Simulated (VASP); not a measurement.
# BN (Qingsongite): convergence with the smearing and k-mesh, part 3 of 3

A convergence test on BN (Qingsongite): the smearing and k-mesh. The series runs use PBE. The start is a cell from a database of measured crystal structures.

VASP 6.6.1; PBE; plane waves and PAW (B, N).

So far. Step 17 (K-mesh: 7 7 7): Against the run before the energy moves by -1.45 meV an atom and the pressure by -0.03 GPa, after 12 cycles in 2.4 s.

### 18. K-mesh: 9 9 9

Contents of INCAR:

```
SYSTEM = BN
PREC = Accurate
ENCUT = 520
EDIFF = 1E-06
NELM = 100
ISMEAR = -1
SIGMA = 0.05
LREAL = .FALSE.
ALGO = Normal
GGA = PE
NBANDS = 10
LORBIT = 11
LWAVE = .FALSE.
LCHARG = .FALSE.
KPAR = 2
ISIF = 2
```

Contents of POSCAR:

```
BN
1.0
    0.0000000000      1.8075000000      1.8075000000
    1.8075000000      0.0000000000      1.8075000000
    1.8075000000      1.8075000000      0.0000000000
B N
1 1
Direct
    0.0000000000      0.0000000000      0.0000000000
    0.2500000000      0.2500000000      0.2500000000
```

Contents of KPOINTS:

```
Automatic mesh
0
Gamma
9 9 9
0 0 0
```

Potentials, in the order of the species: B and N (PBE family, release 64).

The run is started by

```sh
$ mpirun -np 2 vasp_std
```

The log of the run:

```text
[... set-up lines as in an earlier step ...]
 entering main loop
       N       E                     dE             d eps       ncg     rms          rms(c)
DAV:   1     0.999451362922E+01    0.99945E+01   -0.52288E+03   732   0.803E+02
DAV:   2    -0.179795668198E+02   -0.27974E+02   -0.27299E+02   874   0.170E+02
DAV:   3    -0.184143281120E+02   -0.43476E+00   -0.43397E+00   828   0.188E+01
DAV:   4    -0.184149068038E+02   -0.57869E-03   -0.57868E-03   752   0.724E-01
[...]
DAV:  10    -0.174497527793E+02   -0.81059E-04   -0.11881E-04   756   0.998E-02    0.148E-02
DAV:  11    -0.174497579412E+02   -0.51619E-05   -0.10079E-05   814   0.271E-02    0.104E-02
DAV:  12    -0.174497579027E+02    0.38486E-07   -0.18602E-06   442   0.996E-03
   1 F= -.17449758E+02 E0= -.17449758E+02  d E =-.439892E-10
```

Wall time 2.8 s (2 MPI ranks of AMD EPYC 7R43, shared host); peak memory 0.17 GiB.

Parts of OUTCAR (step 18):

```text
  Total        0.2431752      0.2431752      0.2431752      0.0000000      0.0000000      0.0000000
  in kB       32.9886854     32.9886854     32.9886854      0.0000000      0.0000000      0.0000000
  external PRESSURE =      32.9886854 kB  Pullay stress =       0.0000000 kB

  FREE ENERGIE OF THE ION-ELECTRON SYSTEM (eV)
  ---------------------------------------------------
  free  energy   TOTEN  =       -17.4497579027 eV

  energy  without entropy=      -17.4497579026  energy(sigma->0) =      -17.44975790

[... 2 parts as in an earlier step ...]

[... 2 further parts left out ...]
[key lines of the parts left out:]
E-fermi :   8.3566
```

Against the run before the energy moves by -0.50 meV an atom and the pressure by -0.01 GPa, after 12 cycles in 2.8 s.

### 19. K-mesh: 13 13 13

INCAR is that of step 18.

POSCAR is that of step 18.

Contents of KPOINTS:

```
Automatic mesh
0
Gamma
13 13 13
0 0 0
```

The run is started by

```sh
$ mpirun -np 2 vasp_std
```

The log of the run:

```text
[... set-up lines as in an earlier step ...]
 entering main loop
       N       E                     dE             d eps       ncg     rms          rms(c)
DAV:   1     0.914100683008E+01    0.91410E+01   -0.50900E+03  1744   0.793E+02
DAV:   2    -0.179562481827E+02   -0.27097E+02   -0.26178E+02  2012   0.168E+02
DAV:   3    -0.184142783742E+02   -0.45803E+00   -0.45748E+00  1952   0.197E+01
DAV:   4    -0.184149006814E+02   -0.62231E-03   -0.62230E-03  1830   0.756E-01
[...]
DAV:  10    -0.174497922081E+02   -0.81257E-04   -0.11939E-04  1876   0.998E-02    0.148E-02
DAV:  11    -0.174497973784E+02   -0.51703E-05   -0.10188E-05  1968   0.272E-02    0.104E-02
DAV:  12    -0.174497973369E+02    0.41571E-07   -0.18785E-06  1066   0.999E-03
   1 F= -.17449797E+02 E0= -.17449797E+02  d E =-.215659E-10
```

Run time: 4.8 s. Hardware: 2 MPI ranks; peak memory 0.17 GiB.

Parts of OUTCAR (step 19):

```text
  Total        0.2431283      0.2431283      0.2431283      0.0000000      0.0000000     -0.0000000
  in kB       32.9823138     32.9823138     32.9823138      0.0000000      0.0000000     -0.0000000
  external PRESSURE =      32.9823138 kB  Pullay stress =       0.0000000 kB

  FREE ENERGIE OF THE ION-ELECTRON SYSTEM (eV)
  ---------------------------------------------------
  free  energy   TOTEN  =       -17.4497973369 eV

  energy  without entropy=      -17.4497973368  energy(sigma->0) =      -17.44979734

[... 2 parts as in an earlier step ...]

[... 2 further parts left out ...]
[key lines of the parts left out:]
E-fermi :   8.3565
```

Against the run before the energy moves by -0.02 meV an atom while the pressure stays within 0.01 GPa, after 12 cycles in 4.8 s.

### 20. K-mesh: 16 16 16

INCAR is that of step 19.

POSCAR is that of step 19.

Contents of KPOINTS:

```
Automatic mesh
0
Gamma
16 16 16
0 0 0
```

The run is started by

```sh
$ mpirun -np 2 vasp_std
```

The log of the run:

```text
[... set-up lines as in an earlier step ...]
 entering main loop
       N       E                     dE             d eps       ncg     rms          rms(c)
DAV:   1     0.955330025449E+01    0.95533E+01   -0.51107E+03  3028   0.798E+02
DAV:   2    -0.179317067070E+02   -0.27485E+02   -0.26658E+02  3456   0.169E+02
DAV:   3    -0.184142596745E+02   -0.48255E+00   -0.48165E+00  3388   0.199E+01
DAV:   4    -0.184149047385E+02   -0.64506E-03   -0.64504E-03  3158   0.766E-01
[...]
DAV:  10    -0.174497963189E+02   -0.81499E-04   -0.12007E-04  3188   0.100E-01    0.148E-02
DAV:  11    -0.174498015079E+02   -0.51890E-05   -0.10306E-05  3394   0.273E-02    0.105E-02
DAV:  12    -0.174498014637E+02    0.44210E-07   -0.18988E-06  1804   0.100E-02
   1 F= -.17449801E+02 E0= -.17449801E+02  d E =-.186034E-10
```

Wall time 7.8 s (2 MPI ranks); peak memory 0.2 GiB.

OUTCAR, selected parts (step 20):

```text
  Total        0.2431470      0.2431470      0.2431470      0.0000000     -0.0000000      0.0000000
  in kB       32.9848591     32.9848591     32.9848591      0.0000000     -0.0000000      0.0000000
  external PRESSURE =      32.9848591 kB  Pullay stress =       0.0000000 kB

  FREE ENERGIE OF THE ION-ELECTRON SYSTEM (eV)
  ---------------------------------------------------
  free  energy   TOTEN  =       -17.4498014637 eV

  energy  without entropy=      -17.4498014637  energy(sigma->0) =      -17.44980146

[... 2 parts as in an earlier step ...]

[... 2 further parts left out ...]
[key lines of the parts left out:]
E-fermi :   8.3565
```

Against the run before the energy stays within 0.01 meV an atom and the pressure within 0.01 GPa, after 12 cycles in 7.8 s.

### 21. K-mesh: 19 19 19

INCAR is that of step 20.

POSCAR is that of step 20.

Contents of KPOINTS:

```
Automatic mesh
0
Gamma
19 19 19
0 0 0
```

The run is started by

```sh
$ mpirun -np 2 vasp_std
```

The log of the run:

```text
[... set-up lines as in an earlier step ...]
 entering main loop
       N       E                     dE             d eps       ncg     rms          rms(c)
DAV:   1     0.962308750995E+01    0.96231E+01   -0.51010E+03  4562   0.797E+02
DAV:   2    -0.179215257150E+02   -0.27545E+02   -0.26696E+02  5256   0.170E+02
DAV:   3    -0.184142277065E+02   -0.49270E+00   -0.49183E+00  5158   0.200E+01
DAV:   4    -0.184149055477E+02   -0.67784E-03   -0.67782E-03  4796   0.789E-01
[...]
DAV:  10    -0.174497964196E+02   -0.81399E-04   -0.11981E-04  4832   0.100E-01    0.148E-02
DAV:  11    -0.174498016144E+02   -0.51948E-05   -0.10293E-05  5142   0.273E-02    0.105E-02
DAV:  12    -0.174498015706E+02    0.43798E-07   -0.18922E-06  2778   0.100E-02
   1 F= -.17449802E+02 E0= -.17449802E+02  d E =-.170646E-10
```

Elapsed: 12 s, on 2 MPI ranks; peak memory 0.2 GiB; 22 s of CPU time.

From OUTCAR (step 21):

```text
  Total        0.2431103      0.2431103      0.2431103      0.0000000      0.0000000      0.0000000
  in kB       32.9798788     32.9798788     32.9798788      0.0000000      0.0000000      0.0000000
  external PRESSURE =      32.9798788 kB  Pullay stress =       0.0000000 kB

  FREE ENERGIE OF THE ION-ELECTRON SYSTEM (eV)
  ---------------------------------------------------
  free  energy   TOTEN  =       -17.4498015706 eV

  energy  without entropy=      -17.4498015706  energy(sigma->0) =      -17.44980157

[... 2 parts as in an earlier step ...]

[... 2 further parts left out ...]
[key lines of the parts left out:]
E-fermi :   8.3565
```

Against the run before the energy stays within 0.01 meV an atom and the pressure within 0.01 GPa, after 12 cycles in 12 s.

### 22. The k-mesh series as a table

This step: convergence of PBE results with the mesh; plane waves and PAW (VASP 6.6.1).

This step runs nothing: it gathers the runs above.

Differences are taken from the run with 19 19 19. Results of the series, by row:

```
 setting     status  energy less the reference (meV/atom)  pressure (GPa)  gap (eV)  SCF cycles  wall time (s)
   3 3 3  converged                                 186.7           6.696     5.607          12            1.6
   4 4 4  converged                                 37.29           3.986     4.435          12              2
   6 6 6  converged                                 1.975           3.333     4.457          12            2.2
   7 7 7  converged                                0.5246           3.307     4.712          12            2.4
   9 9 9  converged                               0.02184           3.299     4.614          12            2.8
13 13 13  converged                              0.002115           3.298     4.534          12            4.8
16 16 16  converged                               5.50e-5           3.298     4.459          12            7.8
19 19 19  converged                                     0           3.298     4.494          12           11.6
```

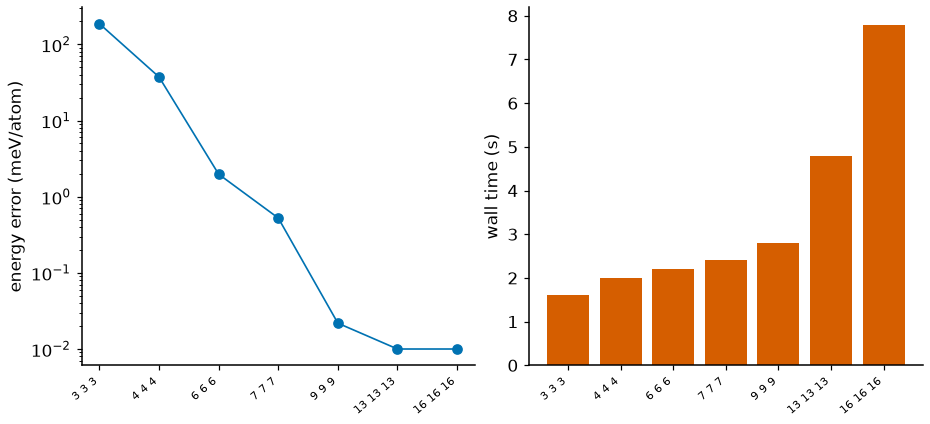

The energy error in size, against the reference run (errors under 0.01 are drawn at 0.01), and the wall time by setting.

### 23. Summary of results

| Quantity | Value |
| --- | --- |
| spread of the pressure over the smearing | 0.0172 GPa |
| spread of the energy over the smearing | 0.0777 meV/atom |
| k-mesh from which the energy stays within 10 meV/atom of the reference | 6 6 6 |
| k-mesh from which the energy stays within 1 meV/atom of the reference | 7 7 7 |
| k-mesh from which the pressure stays within 0.2 GPa of the reference | 6 6 6 |
| spread of the pressure over the k-mesh | 3.40 GPa |
| spread of the energy over the k-mesh | 187 meV/atom |

The usual rule keeps the entropy term T·S under 1 meV an atom, which holds up to a width of 0.5 eV for Gaussian and 0.2 eV for first-order Methfessel-Paxton. Farthest in energy from the narrowest smearing lies ISMEAR = 1, SIGMA = 0.5 (+0.1 meV an atom, -0.02 GPa). Methfessel-Paxton smearing is made for metals and can give negative occupations at band edges. From 7 7 7 on, the energy stays within 1 meV an atom of the reference, at 21 % of its time. The pressure holds within 0.2 GPa from 6 6 6 on. The gap in the table jumps with the points that each mesh happens to hold, and is no measure of convergence. Differences are taken from the run with 19 19 19, which is itself not the exact limit. Forces vanish by symmetry in this cell, so the series can't test them. The runs at 3 3 3; 4 4 4 are over 30 meV an atom or 2 GPa off and describe the material poorly.

[Lines on the potential files, build, host, timing and source positions are cut from VASP's logs without a mark.]

[Logs are printed without paths, hosts, clocks, repeated set-up lines and the standing remarks that a program may print on its own settings, such as how far it seeks lower states.]

[Hosts, paths, dates, database ids (printed as entryN), source tags and the programs' standing remarks are cut or masked in the printed files.]

[A measured line is paired with the nearest computed mode of its activity, which favours agreement.]
